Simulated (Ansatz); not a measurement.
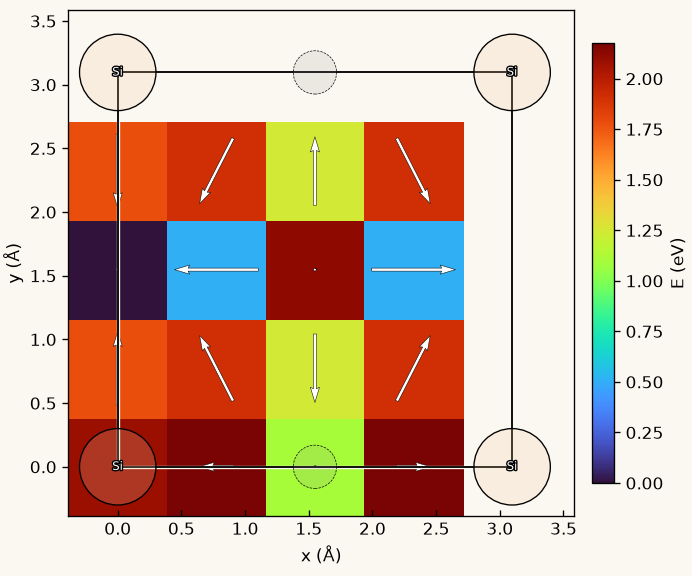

Energy landscape of C on a SiC(100) slab cut from the F-43m phase, its upper half relaxed before the scan (6 atoms of substrate and one adsorbate in a 1 × 1 cell). 
- C is moved over the surface cell; relaxed at each place: the height of the adsorbate's atoms; substrate rigid; the origin of the map has the adsorbate above Si6.
- Places are given modulo a cell vector. The map is drawn in real space over the plane of the surface.
- The grid has 4 × 4 points; 9 points were computed and 7 follow by symmetry.
- Energies are in eV, from the lowest grid point.
- Energies and slopes of some neighbouring points disagree (a jump in structure or state, or too coarse a mesh). The relaxed height changes by up to 0.9 Å between neighbouring points. The magnetic moment jumps between some neighbouring points. With one adsorbate in each 1 × 1 cell, its nearest image is 3.1 Å away, so neighbouring adsorbates interact.
- All numbers below come from DFT PBE, scalar-relativistic, plane waves, PAW (Ansatz 0.2.0). Settings: cutoff 420 eV, k-mesh 9×9×1, gaussian smearing 0.05 eV, spin-polarised.

The picture shows one coloured cell a grid point, arrows along the force (downhill), their lengths compressed, labelled circles for the atoms of the top layer and small ones for the second layer, the outline of one cell of the plane. 

> Describe this landscape.

The lowest grid point is at a bridge site between two Si atoms, (0/4, 2/4) of the cell vectors. The highest grid point, (1/4, 0/4) of the cell vectors [nearest 1 Si at 1.83 Å], lies 2.18 eV above the lowest. At the lowest point the adsorbate has 2 Si at 1.81 Å as nearest neighbours, at the highest 1 Si at 1.83 Å. Its relaxed height above the top atom is 0.94 Å at the lowest and 1.66 Å at the highest point.

The values on the grid:

```tsv
second ↓, first →	0/4	1/4	2/4	3/4
3/4	1.78	1.91	1.25	1.91
2/4	0.00	0.51	2.12	0.51
1/4	1.78	1.91	1.25	1.91
0/4	2.09	2.18	1.10	2.18
```

Time for the 9 points that were run: 37 min on 1 thread of Intel(R) Xeon(R) Platinum 8259CL CPU @ 2.50GHz (Skylake/Cascade Lake), on a shared host.

PAW datasets: the set soft_1.
